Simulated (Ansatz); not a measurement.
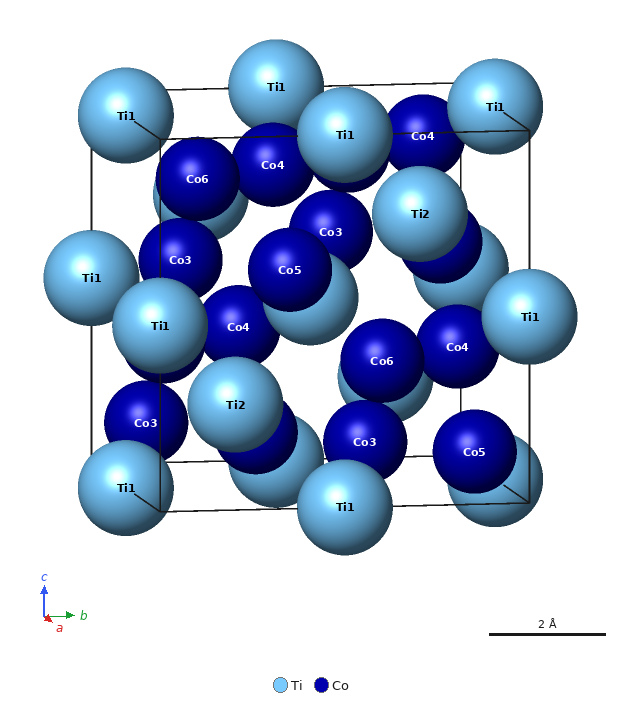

Fig. 1: The input geometry (spheres-only view of the cell 4 times as large as that of the calculation, set on its symmetry axes, seen slightly off an axis; atoms are numbered from 1 in the order of the input). An atom can appear more than once, as a periodic image.

**Elastic-constant calculation, with input and output: TiCo$_{2}$ (part 1 of 2)**

- system: TiCo$_{2}$ (6 atoms in the cell)
- method: DFT LDA, scalar-relativistic, plane waves, PAW, no spin polarisation (Ansatz 0.2.0)

The structure derives from an entry of the Crystallography Open Database. It belongs to a series of runs on one base structure; here: elastic constants, atoms clamped. Figures and captions count atoms from 1; the log counts them from 0 in places.

**Input**
```yaml
crystal:
  lattice:
    - [0.0, 3.2474172319, 3.2474172319]
    - [3.2474172319, 0.0, 3.2474172319]
    - [3.2474172319, 3.2474172319, 0.0]
  atoms:
    - { symbol: Ti, position: [0.5, 0.5, 0.5] }
    - { symbol: Ti, position: [0.75, 0.75, 0.75] }
    - { symbol: Co, position: [0.125, 0.125, 0.125] }
    - { symbol: Co, position: [0.625, 0.125, 0.125] }
    - { symbol: Co, position: [0.125, 0.125, 0.625] }
    - { symbol: Co, position: [0.125, 0.625, 0.125] }
basis:
  ecutwfc: 420
kpoints:
  mp_grid: { grid: [10, 10, 10] }
hamiltonian:
  xc: lda
scf:
  occupations: { method: fermi_dirac, width: 0.15 }
output:
  forces: true
  stress: true
  eigenvalues: true
elastic:
  mode: clamped_ion
  amplitude: 0.005
  stencil: two_point
```

Machine: 2 threads of Intel Xeon @ 2.50GHz (Skylake/Cascade Lake), 189 GiB of memory available, shared host.

Command:
```bash
ansatz run input.yaml --threads 2 --pin off --max-ram 6144MiB --backend cpu --events-out ev --progress --plain --runs-dir out
```

**Log**
```
band count auto-derived: 61 (N_el = 92.0; filled up to band 46; 56 by the electrons, moments and atoms)
Engine: ansatz 0.2.0, x86_64-unknown-linux-gnu
Pseudopotentials: kind: paw
Pseudopotential: Ti, paw, valence charge 12, recommended cutoff 420 eV (normal), Ti.paw.azcp
Pseudopotential: Co, paw, valence charge 17, recommended cutoff 420 eV (normal), Co.paw.azcp
Functional definition: SPW92
  exchange = slater_x
  correlation = pw_c
Crystal: 6 atoms, lattice volume = 68.493 Å³
Basis set: ecut = 420 eV, 1363 PW (Γ)
Bands: 61, of which v1, the nominal top of the filled ones, is band 46 counted from 1 (45 counted from 0)
Symmetry: 48 space group operations
Space group: Fd-3m (ITA 227), of the structure as read, at distance tolerance 4.1e-5 Å
k-points: 47 of 1000
Non-local potential: Ti, projectors of the file, l = 0: 3, l = 1: 2, l = 2: 3, l = 3: 1
Non-local potential: Co, projectors of the file, l = 0: 3, l = 1: 2, l = 2: 3, l = 3: 1
PAW form: soft (Blöchl's): semilocal exchange-correlation on the pseudo side does not see the compensation charge
PAW frozen core: Ti, regenerated for the run's functional, and the local potential with it (the file was generated under x = pbe(κ = 0.804, μ = 0.2195149727645171), c = pbe(β = 0.06672455060314922))
PAW frozen core: Co, regenerated for the run's functional, and the local potential with it (the file was generated under x = pbe(κ = 0.804, μ = 0.2195149727645171), c = pbe(β = 0.06672455060314922))
PAW one-centre angular grid: Ti, 590 points (default); XC on 64 Gauss nodes
PAW one-centre angular grid: Co, 590 points (default); XC on 64 Gauss nodes
Initial density: superposition of atomic densities (neutral atoms: chi_scale 0, normalization atom), corrected by the library's trained network
Initial wavefunctions: pseudopotential atomic-orbital guess
Functional: x = slater, c = lda
SCF iter   1: F=—  HF=-25154.401142 eV  |F-HF|=—  |Δ(HF+E_count)|=         —  Δρ=2.24e-2  dr2=1.81e-1  ethr=1.77e-3  ⟨swp⟩=4.7  Hψ=8347  notcnv=0  defer=2
preconditioner: auto → Kerker (q_TF=auto, 2.866 Å⁻¹)  [metal: Δε(μ)=0.013 eV  Ē_g=11.949 eV  σ=0.150 eV  W_gap=0.02  n_scr=26 (ndim 8)  ℏωp=33.6 eV  f_vac=0.000  D(μ)=7.97/eV (n_scr^D=112)]
SCF iter   2: F=—  HF=-25154.383564 eV  |F-HF|=—  |Δ(HF+E_count)|=   1.76e-2  Δρ=6.08e-3  dr2=1.17e-2  ethr=1.97e-4  ⟨swp⟩=2.1  Hψ=3994  notcnv=0  defer=6
SCF iter   3: F=—  HF=-25154.382746 eV  |F-HF|=—  |Δ(HF+E_count)|=   8.19e-4  Δρ=1.53e-3  dr2=7.84e-4  ethr=1.27e-5  ⟨swp⟩=1.4  Hψ=3644  notcnv=0  defer=6
SCF iter   4: F=—  HF=-25154.382619 eV  |F-HF|=—  |Δ(HF+E_count)|=   1.27e-4  Δρ=2.55e-4  dr2=3.60e-5  ethr=8.53e-7  ⟨swp⟩=2.6  Hψ=4246  notcnv=0  defer=6
SCF iter   5: F=—  HF=-25154.382616 eV  |F-HF|=—  |Δ(HF+E_count)|=   2.73e-6  Δρ=1.02e-4  dr2=4.28e-6  ethr=3.91e-8  ⟨swp⟩=2.4  Hψ=4414  notcnv=0  defer=6
SCF iter   6: F=—  HF=-25154.382622 eV  |F-HF|=—  |Δ(HF+E_count)|=   5.73e-6  Δρ=4.34e-5  dr2=7.71e-7  ethr=4.65e-9  ⟨swp⟩=2.0  Hψ=4237  notcnv=0  defer=6
SCF iter   7: F=—  HF=-25154.382622 eV  |F-HF|=—  |Δ(HF+E_count)|=   3.00e-8  Δρ=2.38e-5  dr2=3.23e-7  ethr=8.38e-10  ⟨swp⟩=1.0  Hψ=2859  notcnv=0  defer=6
SCF iter   8: F=—  HF=-25154.382622 eV  |F-HF|=—  |Δ(HF+E_count)|=   9.71e-9  Δρ=2.15e-6  dr2=1.74e-9  ethr=3.51e-10  ⟨swp⟩=1.0  Hψ=2859  notcnv=0  defer=6
SCF iter   9: F=—  HF=-25154.382622 eV  |F-HF|=—  |Δ(HF+E_count)|=  8.95e-10  Δρ=1.05e-6  dr2=5.72e-10  ethr=1.89e-12  ⟨swp⟩=2.0  Hψ=5226  notcnv=0  defer=6
SCF iter  10: F=—  HF=-25154.382622 eV  |F-HF|=—  |Δ(HF+E_count)|=  3.64e-11  Δρ=1.74e-7  dr2=2.59e-11  ethr=6.21e-13 (applied; sched 1.00e-12)  ⟨swp⟩=1.0  Hψ=2859  notcnv=0  defer=8
SCF iter  11: F=—  HF=-25154.382622 eV  |F-HF|=—  |Δ(HF+E_count)|=  7.28e-12  Δρ=4.63e-8  dr2=1.45e-12  ethr=2.82e-14 (applied; sched 1.00e-12)  ⟨swp⟩=2.1  Hψ=3811  notcnv=0  defer=8
SCF iter  12: F=-25154.382622 eV  HF=-25154.382622 eV  |F-HF|=7.28e-12  |Δ(HF+E_count)|=  7.28e-12  Δρ=5.79e-9  dr2=1.20e-14  ethr=1.00e-12  ⟨swp⟩=3.7  Hψ=9855  notcnv=0
SCF 1 converged in 12 iterations: F = -25154.382622 eV  dr2 = 1.20e-14
  greatest PAW one-centre occupation: 1.001 electrons in one spin orbital (limit 2), on the Co atom at site 5 (counted from 0), in its partial waves of l = 1
Crystal: 6 atoms, lattice volume = 68.150 Å³
Symmetry: 16 space group operations
k-points: 102 of 1000
Initial density: handed on by an earlier stage of this run
Initial wavefunctions: those handed on with the density
iter 1 solved again at ethr=1.88e-6 eV; its pass at ethr=3.10e-3 eV (dr2=1.73e-3 eV) is discarded
SCF iter   1: F=—  HF=-25154.380807 eV  |F-HF|=—  |Δ(HF+E_count)|=         —  Δρ=1.86e-3  dr2=1.94e-3  ethr=1.88e-6  ⟨swp⟩=2.0  Hψ=24202  notcnv=0  defer=2
preconditioner: auto → Kerker (q_TF=auto, 2.868 Å⁻¹)  [metal: Δε(μ)=0.001 eV  Ē_g=11.971 eV  σ=0.150 eV  W_gap=0.00  n_scr=26 (ndim 8)  ℏωp=33.7 eV  f_vac=0.000  D(μ)=7.80/eV (n_scr^D=112)]
SCF iter   2: F=—  HF=-25154.380674 eV  |F-HF|=—  |Δ(HF+E_count)|=   1.33e-4  Δρ=5.10e-4  dr2=1.69e-4  ethr=1.88e-6  ⟨swp⟩=1.0  Hψ=6208  notcnv=0  defer=2
SCF iter   3: F=—  HF=-25154.380652 eV  |F-HF|=—  |Δ(HF+E_count)|=   2.23e-5  Δρ=1.34e-4  dr2=8.96e-6  ethr=1.83e-7  ⟨swp⟩=1.0  Hψ=6208  notcnv=0  defer=2
SCF iter   4: F=—  HF=-25154.380653 eV  |F-HF|=—  |Δ(HF+E_count)|=   7.39e-7  Δρ=1.07e-4  dr2=6.75e-6  ethr=9.74e-9  ⟨swp⟩=2.0  Hψ=8361  notcnv=0  defer=2
SCF iter   5: F=—  HF=-25154.380656 eV  |F-HF|=—  |Δ(HF+E_count)|=   3.08e-6  Δρ=2.02e-5  dr2=2.38e-7  ethr=7.34e-9  ⟨swp⟩=1.0  Hψ=6208  notcnv=0  defer=2
SCF iter   6: F=—  HF=-25154.380656 eV  |F-HF|=—  |Δ(HF+E_count)|=   3.87e-8  Δρ=9.08e-6  dr2=3.89e-8  ethr=2.59e-10  ⟨swp⟩=1.1  Hψ=6227  notcnv=0  defer=2
SCF iter   7: F=—  HF=-25154.380656 eV  |F-HF|=—  |Δ(HF+E_count)|=   6.36e-9  Δρ=2.08e-6  dr2=2.29e-9  ethr=4.23e-11  ⟨swp⟩=2.4  Hψ=9102  notcnv=0  defer=2
SCF iter   8: F=—  HF=-25154.380656 eV  |F-HF|=—  |Δ(HF+E_count)|=  2.11e-10  Δρ=2.47e-7  dr2=2.40e-11  ethr=2.49e-12  ⟨swp⟩=2.1  Hψ=10487  notcnv=0  defer=2
SCF iter   9: F=—  HF=-25154.380656 eV  |F-HF|=—  |Δ(HF+E_count)|=  7.28e-12  Δρ=7.66e-8  dr2=2.07e-12  ethr=2.60e-14 (applied; sched 1.00e-12)  ⟨swp⟩=2.6  Hψ=10821  notcnv=0  defer=14
SCF iter  10: F=—  HF=-25154.380656 eV  |F-HF|=—  |Δ(HF+E_count)|=  3.64e-12  Δρ=1.67e-8  dr2=9.96e-14  ethr=1.00e-12  ⟨swp⟩=3.0  Hψ=24496  notcnv=0
SCF iter  11: F=-25154.380656 eV  HF=-25154.380656 eV  |F-HF|=7.28e-12  |Δ(HF+E_count)|=  3.64e-12  Δρ=9.20e-9  dr2=5.18e-14  ethr=1.00e-12  ⟨swp⟩=4.0  Hψ=19988  notcnv=0
SCF 2 converged in 11 iterations: F = -25154.380656 eV  dr2 = 5.18e-14
Crystal: 6 atoms, lattice volume = 68.835 Å³
iter 1 solved again at ethr=1.36e-9 eV; its pass at ethr=3.10e-3 eV (dr2=1.25e-6 eV) is discarded
SCF iter   1: F=—  HF=-25154.380685 eV  |F-HF|=—  |Δ(HF+E_count)|=         —  Δρ=2.33e-4  dr2=1.35e-6  ethr=1.36e-9  ⟨swp⟩=2.4  Hψ=23597  notcnv=0  defer=1
preconditioner: auto → Kerker (q_TF=auto, 2.863 Å⁻¹)  [metal: Δε(μ)=0.003 eV  Ē_g=11.919 eV  σ=0.150 eV  W_gap=0.00  n_scr=26 (ndim 8)  ℏωp=33.5 eV  f_vac=0.000  D(μ)=7.89/eV (n_scr^D=112)]
SCF iter   2: F=—  HF=-25154.380696 eV  |F-HF|=—  |Δ(HF+E_count)|=   1.11e-5  Δρ=1.18e-4  dr2=2.64e-7  ethr=1.36e-9  ⟨swp⟩=1.0  Hψ=6208  notcnv=0  defer=1
SCF iter   3: F=—  HF=-25154.380700 eV  |F-HF|=—  |Δ(HF+E_count)|=   3.89e-6  Δρ=1.16e-5  dr2=2.81e-8  ethr=2.87e-10  ⟨swp⟩=1.0  Hψ=6208  notcnv=0  defer=1
SCF iter   4: F=—  HF=-25154.380700 eV  |F-HF|=—  |Δ(HF+E_count)|=   2.32e-8  Δρ=1.42e-6  dr2=1.38e-9  ethr=3.06e-11  ⟨swp⟩=1.0  Hψ=6208  notcnv=0  defer=1
SCF iter   5: F=—  HF=-25154.380700 eV  |F-HF|=—  |Δ(HF+E_count)|=  5.46e-11  Δρ=2.32e-7  dr2=2.25e-11  ethr=1.50e-12  ⟨swp⟩=1.7  Hψ=6764  notcnv=0  defer=1
SCF iter   6: F=—  HF=-25154.380700 eV  |F-HF|=—  |Δ(HF+E_count)|=  1.09e-11  Δρ=1.19e-7  dr2=4.67e-12  ethr=2.44e-14 (applied; sched 1.00e-12)  ⟨swp⟩=2.0  Hψ=10655  notcnv=0  defer=14
SCF iter   7: F=—  HF=-25154.380700 eV  |F-HF|=—  |Δ(HF+E_count)|=  3.64e-12  Δρ=2.57e-8  dr2=5.11e-13  ethr=5.08e-15 (applied; sched 1.00e-12)  ⟨swp⟩=2.1  Hψ=8240  notcnv=0  defer=14
SCF iter   8: F=-25154.380700 eV  HF=-25154.380700 eV  |F-HF|=3.64e-12  |Δ(HF+E_count)|=    0.00e0  Δρ=8.27e-9  dr2=2.17e-14  ethr=1.00e-12  ⟨swp⟩=4.0  Hψ=21167  notcnv=0
SCF 3 converged in 8 iterations: F = -25154.380700 eV  dr2 = 2.17e-14
  greatest PAW one-centre occupation: 1.001 electrons in one spin orbital (limit 2), on the Co atom at site 2 (counted from 0), in its partial waves of l = 1
Crystal: 6 atoms, lattice volume = 68.492 Å³
Symmetry: 8 space group operations
k-points: 171 of 1000
iter 1 solved again at ethr=7.55e-7 eV; its pass at ethr=3.10e-3 eV (dr2=6.95e-4 eV) is discarded
SCF iter   1: F=—  HF=-25154.381968 eV  |F-HF|=—  |Δ(HF+E_count)|=         —  Δρ=1.04e-3  dr2=7.45e-4  ethr=7.55e-7  ⟨swp⟩=2.6  Hψ=40072  notcnv=0  defer=6
preconditioner: auto → Kerker (q_TF=auto, 2.866 Å⁻¹)  [metal: Δε(μ)=0.005 eV  Ē_g=11.945 eV  σ=0.150 eV  W_gap=0.01  n_scr=26 (ndim 8)  ℏωp=33.6 eV  f_vac=0.000  D(μ)=7.84/eV (n_scr^D=112)]
SCF iter   2: F=—  HF=-25154.381931 eV  |F-HF|=—  |Δ(HF+E_count)|=   3.74e-5  Δρ=4.81e-4  dr2=1.94e-4  ethr=7.55e-7  ⟨swp⟩=1.0  Hψ=10411  notcnv=0  defer=6
SCF iter   3: F=—  HF=-25154.381911 eV  |F-HF|=—  |Δ(HF+E_count)|=   2.02e-5  Δρ=8.25e-5  dr2=7.12e-6  ethr=2.11e-7  ⟨swp⟩=1.0  Hψ=10411  notcnv=0  defer=6
SCF iter   4: F=—  HF=-25154.381903 eV  |F-HF|=—  |Δ(HF+E_count)|=   7.86e-6  Δρ=4.49e-5  dr2=9.17e-7  ethr=7.74e-9  ⟨swp⟩=1.1  Hψ=10427  notcnv=0  defer=6
SCF iter   5: F=—  HF=-25154.381903 eV  |F-HF|=—  |Δ(HF+E_count)|=   1.60e-7  Δρ=1.01e-5  dr2=3.06e-8  ethr=9.96e-10  ⟨swp⟩=2.1  Hψ=13683  notcnv=0  defer=6
SCF iter   6: F=—  HF=-25154.381903 eV  |F-HF|=—  |Δ(HF+E_count)|=   7.20e-9  Δρ=5.54e-6  dr2=1.86e-8  ethr=3.33e-11  ⟨swp⟩=2.0  Hψ=18494  notcnv=0  defer=6
SCF iter   7: F=—  HF=-25154.381903 eV  |F-HF|=—  |Δ(HF+E_count)|=   1.57e-9  Δρ=1.30e-6  dr2=5.55e-10  ethr=2.02e-11  ⟨swp⟩=1.0  Hψ=10411  notcnv=0  defer=6
SCF iter   8: F=—  HF=-25154.381903 eV  |F-HF|=—  |Δ(HF+E_count)|=  1.93e-10  Δρ=2.93e-7  dr2=4.04e-11  ethr=6.03e-13 (applied; sched 1.00e-12)  ⟨swp⟩=2.0  Hψ=14232  notcnv=0  defer=9
SCF iter   9: F=—  HF=-25154.381903 eV  |F-HF|=—  |Δ(HF+E_count)|=  1.46e-11  Δρ=1.18e-7  dr2=4.77e-12  ethr=4.39e-14 (applied; sched 1.00e-12)  ⟨swp⟩=2.6  Hψ=18213  notcnv=0  defer=20
SCF iter  10: F=—  HF=-25154.381903 eV  |F-HF|=—  |Δ(HF+E_count)|=  3.64e-12  Δρ=3.12e-8  dr2=4.60e-13  ethr=5.19e-15 (applied; sched 1.00e-12)  ⟨swp⟩=2.0  Hψ=13728  notcnv=0  defer=20
SCF iter  11: F=-25154.381903 eV  HF=-25154.381903 eV  |F-HF|=7.28e-12  |Δ(HF+E_count)|=  3.64e-12  Δρ=1.12e-8  dr2=8.03e-14  ethr=1.00e-12  ⟨swp⟩=4.0  Hψ=35216  notcnv=0
SCF 4 converged in 11 iterations: F = -25154.381903 eV  dr2 = 8.03e-14
  greatest PAW one-centre occupation: 1.001 electrons in one spin orbital (limit 2), on the Co atom at site 3 (counted from 0), in its partial waves of l = 1
iter 1 solved again at ethr=1.52e-10 eV; its pass at ethr=3.10e-3 eV (dr2=1.40e-7 eV) is discarded
```
